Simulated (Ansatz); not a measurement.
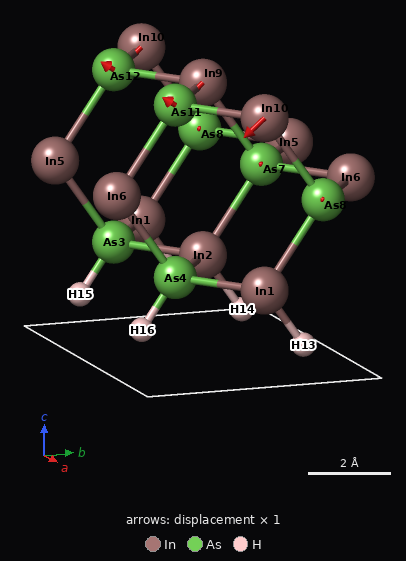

This is a constrained relaxation of a slab of composition In$_{3}$As$_{3}$H$_{2}$ (cut from the F-43m phase). The starting structure is drawn; red arrows show the displacements, at their true length.

A ball-and-stick model of the cell of the calculation, outlined in the plane, without the vacuum (origin shifted), seen slightly off an axis.

Case: clean slab, lower planes held. The slab is the (1 1 0) face of InAs. 4 atoms are held fixed.

These are results of DFT PBE+D3(BJ), scalar-relativistic, plane waves, PAW (Ansatz 0.2.0), not measurements.

Input file:
```yaml
crystal:
  lattice:
    - [8.6438581911, 0.0, 0.0]
    - [0.0, 6.1121307426, 0.0]
    - [0.0, 0.0, 21.7507981122]
  atoms:
    - { symbol: In, position: [0.25, 0.5, 0.4334953121] }
    - { symbol: In, position: [0.75, 0.5, 0.4334953121] }
    - { symbol: As, position: [0.5, 0.25, 0.4334953121] }
    - { symbol: As, position: [0.0, 0.25, 0.4334953121] }
    - { symbol: In, position: [0.5, 0.0, 0.5328463583] }
    - { symbol: In, position: [0.0, 0.0, 0.5328463583] }
    - { symbol: As, position: [0.75, 0.75, 0.5328463583] }
    - { symbol: As, position: [0.25, 0.75, 0.5328463583] }
    - { symbol: In, position: [0.75, 0.5, 0.6321974045] }
    - { symbol: In, position: [0.25, 0.5, 0.6321974045] }
    - { symbol: As, position: [0.0, 0.25, 0.6321974045] }
    - { symbol: As, position: [0.5, 0.25, 0.6321974045] }
    - { symbol: H, position: [0.25, 0.6653045417, 0.3678025955] }
    - { symbol: H, position: [0.75, 0.6653045417, 0.3678025955] }
    - { symbol: H, position: [0.5, 0.1064211981, 0.3764364954] }
    - { symbol: H, position: [0.0, 0.1064211981, 0.3764364954] }
basis:
  ecutwfc: 420
kpoints:
  mp_grid: { grid: [2, 3, 1] }
hamiltonian:
  xc: pbe
  dispersion: d3bj
scf:
  occupations: { method: gaussian, width: 0.1 }
output:
  forces: true
  eigenvalues: true
  write_density: true
  write_potential: true
  elf: true
  volumetric_format: npy
relax:
  adjacent_minimum: "off"
  f_tol: 0.03
  max_steps: 70
  constraints: [{ sites: [0, 1, 2, 3] }]
efield:
  axis: 3
  dipole_correction: true
  ramp_width: 0.04
```

Launched with:
```bash
ansatz run input.yaml --threads 4 --pin off --max-ram 10240MiB --backend cpu --events-out ev --progress --plain --runs-dir out
```

### Which element moves most?

Indium: up to 0.72 Å, against 0.42 Å for arsenic.

### Describe the change and its energy.

The largest moves, 0.72 Å, are those of In9 and In10. In9 goes at 50° to the normal (−c side). By element the largest moves are In 0.72 Å, As 0.42 Å, H 0.04 Å. The cell doesn't change. Some distances before and after: As3–In5 2.647 → 2.690 Å, As7–In9 2.647 → 2.610 Å, In5–As12 2.647 → 2.676 Å, In10–As11 2.647 → 2.626 Å. Among the angles between lasting bonds that change: In6–As11–In9 109.5° → 89.9°, As8–In10–As11 109.5° → 123.8°, In1–As8–In10 109.5° → 96.2°. The energy falls by 1.275 eV per cell of the calculation in 5 geometry steps. The largest force component goes from 1.1 to 0.026 eV/Å.
